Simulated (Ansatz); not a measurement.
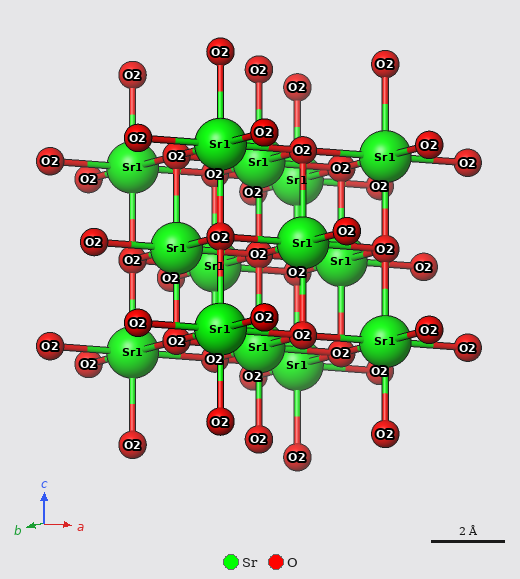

This is a symmetric starting cell of SrO. The picture is a ball-and-stick view of the conventional cell (4 times the calculation's cell), seen from a free direction. Lengths and directions refer to the drawn axes.

All numbers below come from DFT PBE, scalar-relativistic, plane waves, PAW in Ansatz. Set-up: plane-wave cutoff 420 eV; k-point mesh 8 × 8 × 8; occupations gaussian; smearing width 0.02 eV; no spin polarisation.

The variant: All lengths are scaled by +2.8 % (volume +8.6 %), the atoms keeping their fractional coordinates. No relaxation follows. The starting cell wasn't computed here and needn't be at equilibrium, so pressure and forces aren't due to the change alone.

**What is the effect?**

The pressure is −3.8 GPa (not all of it need come from the change, since the unchanged cell can be under pressure at this level too). All forces vanish by symmetry. Among the bonded contacts that change: O–Sr 2.570 → 2.641 Å. The space group stays Fm-3m (No. 225).

Drawn alike, the variant:

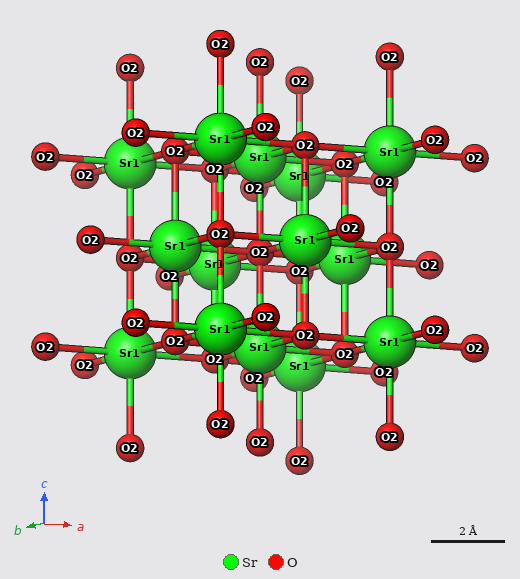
